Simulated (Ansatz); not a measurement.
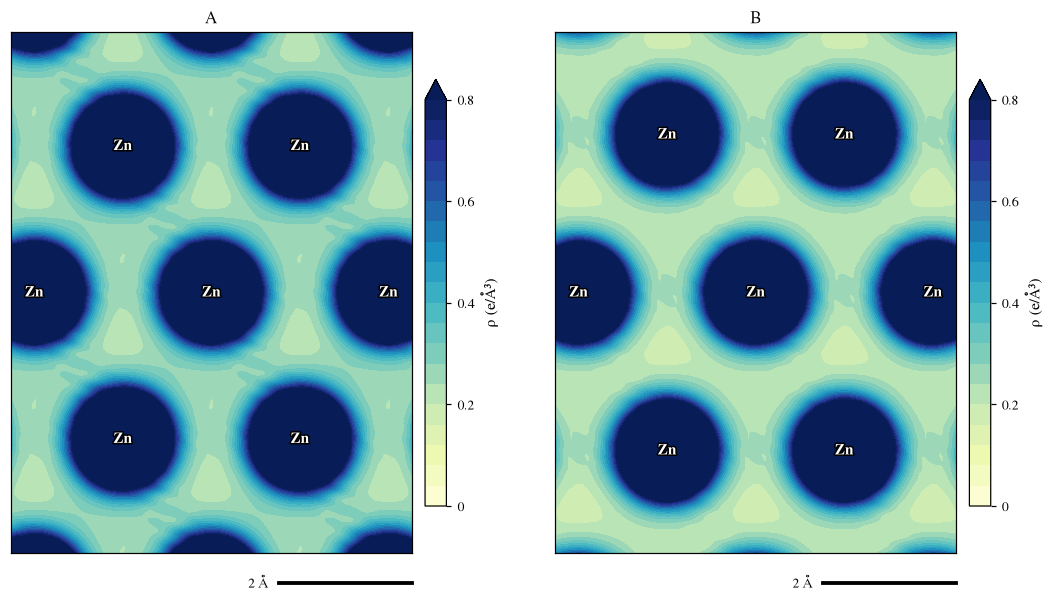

Zn. The valence electron density of two cells that differ in size and shape, on the (001) plane of each (indices in the axes of the calculation cell), at one length scale and on one colour scale; one has 14.5 and the other 15.7 Å³ an atom.

Space group Cmcm.

Method: DFT PBEsol, scalar-relativistic, plane waves, PAW in Ansatz.

The density is the valence pseudo-density of a PAW calculation; it isn't the true density close to the nuclei.

The larger cell:

```yaml
crystal:
  lattice:
    - [2.66480, 0.00000, 0.00000]
    - [-1.33240, 2.37702, 0.00000]
    - [0.00000, 0.00000, 4.94670]
  atoms:
    - { symbol: Zn, position: [0.33333, 0.66667, 0.25000] }
    - { symbol: Zn, position: [0.66667, 0.33333, 0.75000] }
```

The smaller cell: a = 2.665 Å, b = 2.575 Å, c = 4.947 Å, α = 90.00°, β = 90.00°, γ = 121.16°.

Q: Which is the denser cell? Describe the effect of the change.

A: Panel A is the smaller cell, by 7 % in volume. From the larger cell to the smaller, Zn–Zn goes from 2.66 to 2.58 Å, and the density at its midpoint from 0.25 to 0.3 e/Å³; the pressure goes from −7 to −1.2 GPa.
